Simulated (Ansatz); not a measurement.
System: Y, space group Fd-3m (No. 227).

The given structure:
```
CELL_PARAMETERS angstrom
0.00000 3.51897 3.51897
3.51897 0.00000 3.51897
3.51897 3.51897 0.00000
ATOMIC_POSITIONS crystal
Y 0.00000 0.00000 0.00000
Y 0.25000 0.25000 0.25000
```

Method: periodic Kohn-Sham DFT of a crystal at fixed atoms, scaled to the stated factor times the given cell; pressure positive in compression, energy less spherical unpolarised free atoms (Ansatz 0.2.0). Level: PBE.

| setting | value |
| --- | --- |
| method | all-electron LAPW |
| relativity | scalar |
| k mesh | 9×9×9 |
| occupations | Fermi–Dirac |
| smearing width | 0.05 eV |
| basis error target | 1 (meV/atom) |
| nucleus | Gaussian |

V(given) is 43.58 Å³/atom.

Describe the result: the energy less free atoms and pressure against V/V(given). The V/V(given) takes the values 0.941, 0.980, 1.000, 1.020, 1.060.

A third-order Birch–Murnaghan fit gives V0 = 43.70 Å³/atom, B0 = 10.8 GPa. The energy less free atoms is −2.6067 eV/atom at V/V(given) 0.941 and −2.6096 eV/atom at 1.060; the lowest computed point is at V/V(given) 1.000 (−2.6136 eV/atom). The pressure falls from 0.907 GPa at V/V(given) 0.941 to −0.474 GPa at 1.060, and changes sign near 1.004.

```tsv
V/V(given)	energy less free atoms (eV/atom)	pressure (GPa)
0.941	-2.6067	0.907
0.980	-2.6128	0.272
1.000	-2.6136	0.036
1.020	-2.6132	-0.165
1.060	-2.6096	-0.474
```

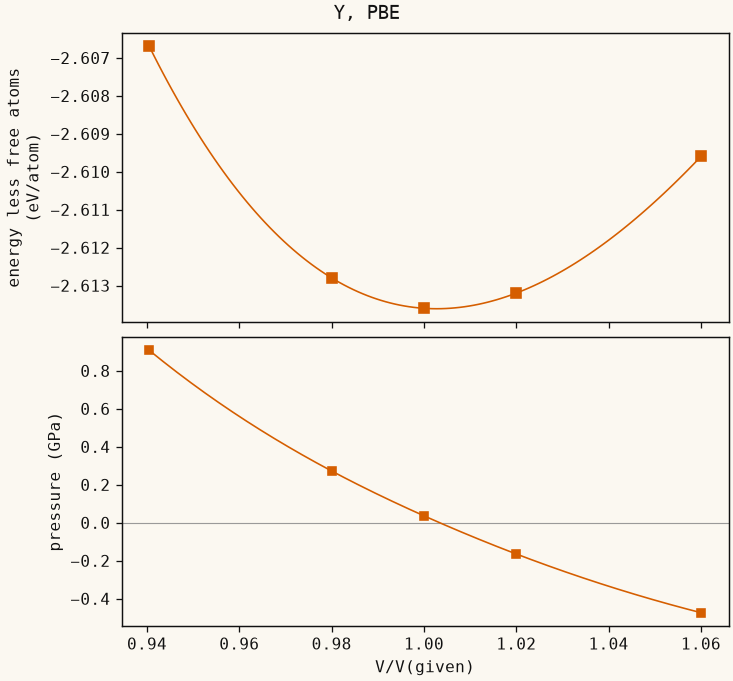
